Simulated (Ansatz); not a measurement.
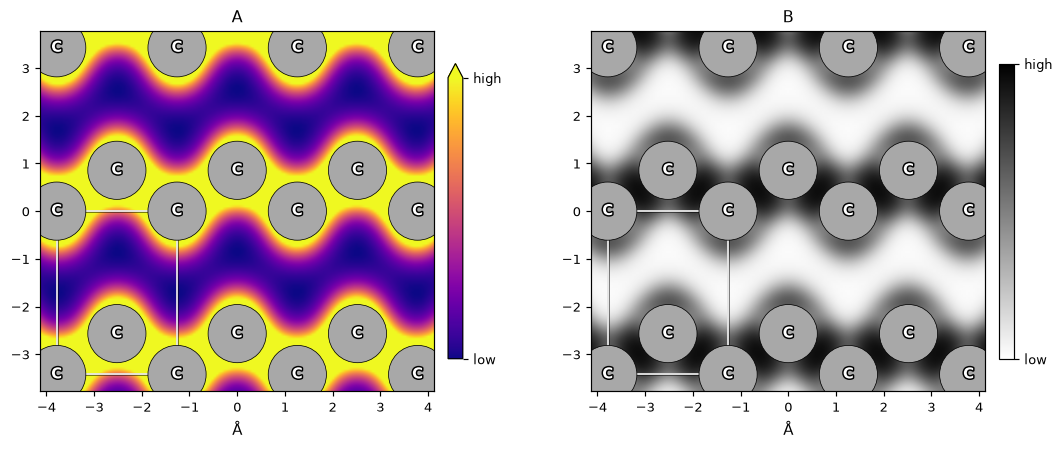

C: 2 fields on the (010) plane of the conventional cell, with unlabelled colour scales. Grey discs cover the atomic cores.

Space group I4₁/amd; computed pressure about 21 GPa in this cell.

The calculation used Kohn-Sham DFT of a periodic cell, PBE, Ansatz PAW in Ansatz 0.2.0.

```
C
1.0
     1.78337   -1.78337    0.00000
     1.78337    1.78337    0.00000
     0.00000    0.00000    3.42407
C
4
Direct
  0.50000 0.00000 0.25000
  0.00000 0.50000 0.75000
  0.50000 0.50000 0.00000
  0.00000 0.00000 0.50000
```

Question: Match the panels to the quantities (electron localisation function and valence pseudo-density).

Answer: Panel A: valence pseudo-density. Panel B: electron localisation function. From the grid: C–C (1.52 Å): ρ is about 1.7 e/Å³ halfway; the ELF peaks at about 0.95 between the atoms; localised, covalent bonding.
